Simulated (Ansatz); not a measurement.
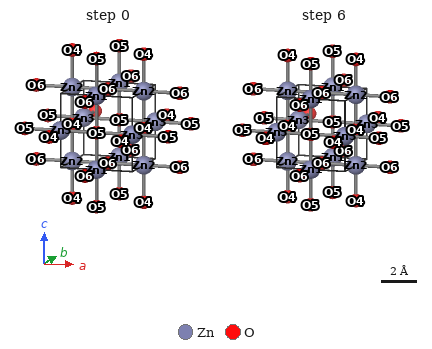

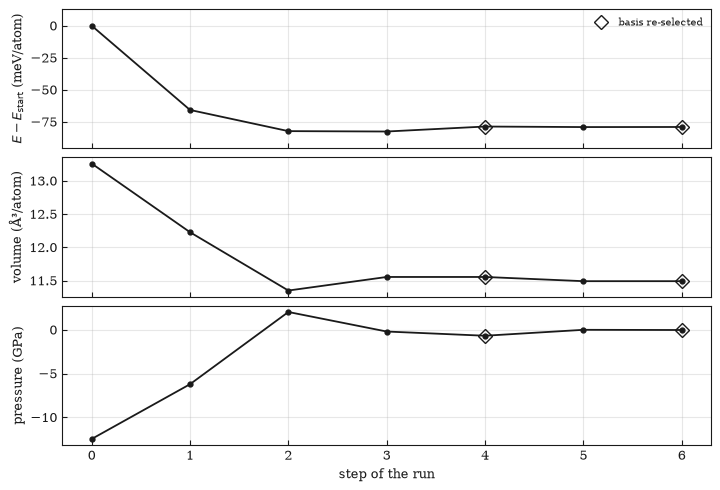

First and last geometry of a relaxation of solid ZnO (a generated structure, set up in Pm-3m) (coarse preliminary run), with the history of the run. Style: ball-and-stick. Shown: the cell of the calculation, slightly off an axis.

All numbers below come from DFT PBE, scalar-relativistic, plane waves, PAW in Ansatz 0.2.0. Set-up: plane-wave cutoff 420 eV; k-point mesh 4 × 4 × 4; occupations gaussian; smearing width 0.1 eV; no spin polarisation; cell and atoms relaxed; force threshold 0.04 eV/Å; at most 70 steps.

Question: What do the curves and the structures tell?

Answer: It converged. The energy falls by 79.1 meV per atom in 4 accepted moves (6 points after the start). All forces vanish by symmetry, so only the cell relaxes. The pressure goes from −12.48 to −0.03 GPa. The SCF was repeated twice at an unchanged geometry on a basis and grid sized afresh for the cell, which shifted the energy by 3.9 meV per atom at most. The atoms keep their places relative to the cell (all moves are under 0.005 Å). The drawn cell changes as follows: a = b = c 4.301 → 4.100 Å (−4.7 %); the volume changes by −13.3 %. Some distances before and after: Zn1–O5 2.150 → 2.050 Å. The space group stays Pm-3m (No. 221).

| step | E − E(0), meV/atom | pressure, GPa | volume, Å³/atom | note |
| --- | --- | --- | --- | --- |
| 0 | 0.00 | -12.48 | 13.259 |  |
| 1 | -65.77 | -6.22 | 12.227 |  |
| 2 | -82.30 | 2.03 | 11.350 |  |
| 3 | -82.60 | -0.20 | 11.554 |  |
| 4 | -78.71 | -0.68 | 11.554 | same geometry, new basis |
| 5 | -79.13 | -0.01 | 11.491 |  |
| 6 | -79.06 | -0.03 | 11.491 | same geometry, new basis |
